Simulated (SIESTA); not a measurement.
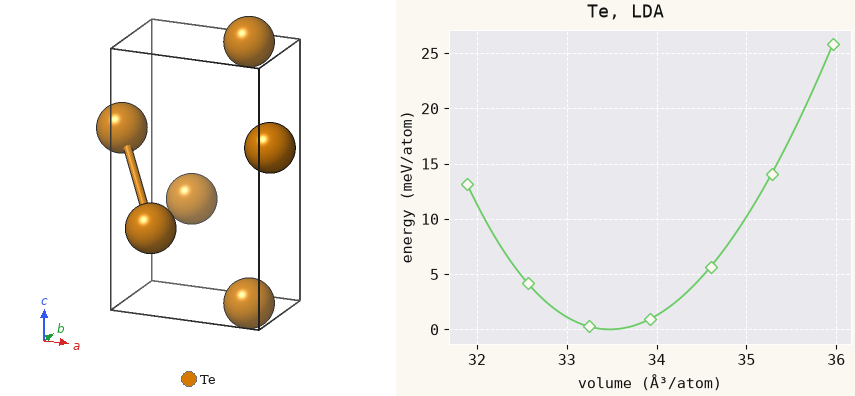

The figure shows the energy against volume for Te, space group P3_121 (No. 152). The conventional cell is drawn beside the plot.

Cell as given: a = 4.454 Å, b = 4.454 Å, c = 5.924 Å, α = 90.00°, β = 90.00°, γ = 120.00°; 3 atoms.

Method: DFT in numerical atomic orbitals with pseudopotentials, no spin polarisation; energies at scaled volumes of the given cell, shape and fractions fixed, counted from the fit's minimum, third-order Birch-Murnaghan fit (SIESTA 5.4.2). Level: LDA.

k mesh 7×7×5; occupations Fermi–Dirac; smearing width 0.05 eV; potentials PseudoDojo 0.4 standard, converted to PSML, two zetas on semicore shells; program settings basis DZP, mesh cutoff 500 Ry.

This calculation gives: equilibrium volume 33.48 Å³/atom and bulk modulus 51.2 GPa.

Now the level changes from LDA to PBEsol. How do these quantities change?

The equilibrium volume rises from 33.48 to 34.15 Å³/atom (+2.0 %) and the bulk modulus falls from 51.2 to 48.3 GPa (−5.7 %).

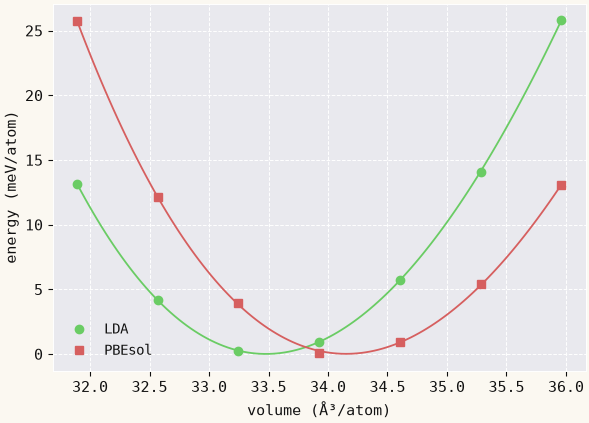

The two results together.

For both, limits of the calculation: mulliken charges of long orbitals; shape and atomic fractions are frozen while scaling, which makes layered, chain and framework solids too stiff.

V0 and the bulk modulus come from third-order Birch–Murnaghan fits.
